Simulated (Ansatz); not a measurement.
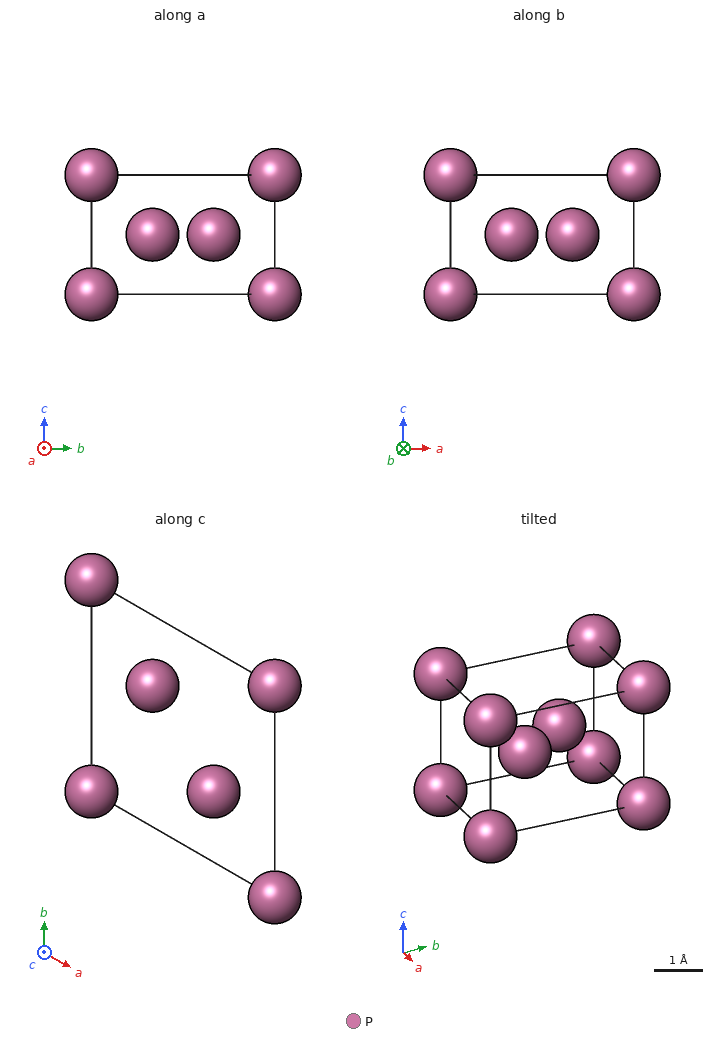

The crystal in a spheres-only representation, seen along the a axis, along the b axis, along the c axis and slightly off an axis. Lines trace the edges of the conventional unit cell.

Lattice parameters: a = 4.4559 Å, b = 4.4559 Å, c = 2.5118 Å, α = 90.000°, β = 90.000°, γ = 120.000°.

**Write down what is shown as a CIF in P1 with every atom of the cell.**

```cif
data_structure
_symmetry_space_group_name_H-M 'P 1'
_symmetry_Int_Tables_number 1
_cell_length_a 4.4559
_cell_length_b 4.4559
_cell_length_c 2.5118
_cell_angle_alpha 90.000
_cell_angle_beta 90.000
_cell_angle_gamma 120.000
_cell_volume 43.19
loop_
_atom_site_label
_atom_site_type_symbol
_atom_site_fract_x
_atom_site_fract_y
_atom_site_fract_z
_atom_site_occupancy
P1 P 0.0000 0.0000 0.0000 1
P2 P 0.3333 0.6667 0.5000 1
P3 P 0.6667 0.3333 0.5000 1
```

The starting point was a structure type filled with this element by a generator (whether the element takes this form wasn't checked). Earlier steps of the study may have refined or changed the cell and positions. A calculation with Ansatz used it as input.
